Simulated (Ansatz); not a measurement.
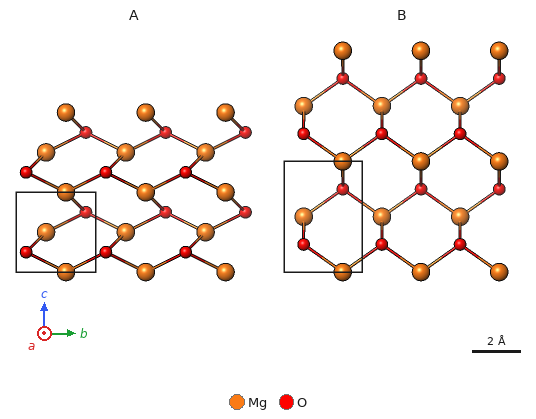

Two geometries of solid MgO (a generated structure, set up in C222_1) (coarse preliminary run), drawn at one scale. One is the start of a relaxation, the other its converged end. Style: ball-and-stick. Shown: the cell of the calculation, repeated 1 × 3 × 2 with one cell outlined, along the a axis.

All numbers below come from Ansatz, DFT PBE, scalar-relativistic, plane waves, PAW. Settings: plane-wave cutoff 420 eV; k-point mesh 6 × 6 × 6; occupations gaussian; smearing width 0.1 eV; no spin polarisation; cell and atoms relaxed; force threshold 0.04 eV/Å; at most 70 steps.

Question: Which of the two is the end point?

Answer: Structure B is the relaxed one. After 13 accepted moves (17 points after the start) the energy has fallen by 9.170 eV per cell of the calculation. The largest force component goes from 7.6 to 0.015 eV/Å. Pressure: 48.61 GPa at the start and 0.12 GPa at the end. The SCF was repeated 4 times at an unchanged geometry on a basis and grid sized afresh for the cell, which shifted the energy by 0.112 eV per cell of the calculation at most. The largest moves relative to the cell, 0.57 Å, are those of Mg and O atoms. Largest moves by element: Mg 0.57 Å, O 0.57 Å. The volume changes by +33.3 %, with a = b 3.325 → 3.260 Å (−2.0 %), c 3.325 → 4.611 Å (+38.7 %). Some distances before and after: Mg–Mg 2.036 → 3.256 Å, Mg–O 2.036 → 1.997 Å. Among the angles between lasting bonds that change: Mg–O–Mg 60.0° → 109.3°, O–Mg–O 60.0° → 109.3°, O–Mg–O 146.4° → 109.7°. The space group stays C222_1 (No. 20).
